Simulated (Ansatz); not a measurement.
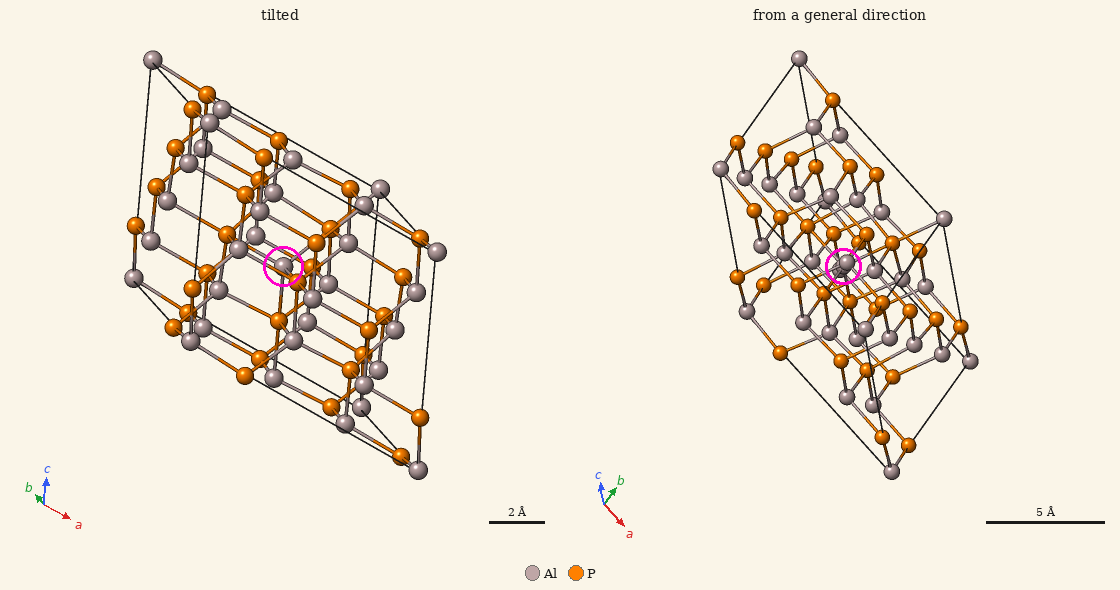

Ball-and-stick representation of a periodic structure, projected slightly off an axis and from a general direction. The supercell is drawn as a box. The host is AlP, in a cell of 32 sites, and the cell carries a charge of +3. A ring marks the defect's site.

> Describe the defect.

An interstitial aluminium atom. It is bonded to four P in a tetrahedral arrangement at about 2.4 Å.

The atoms were relaxed in the host's cell with Ansatz, DFT PBE, scalar-relativistic, plane waves, PAW.
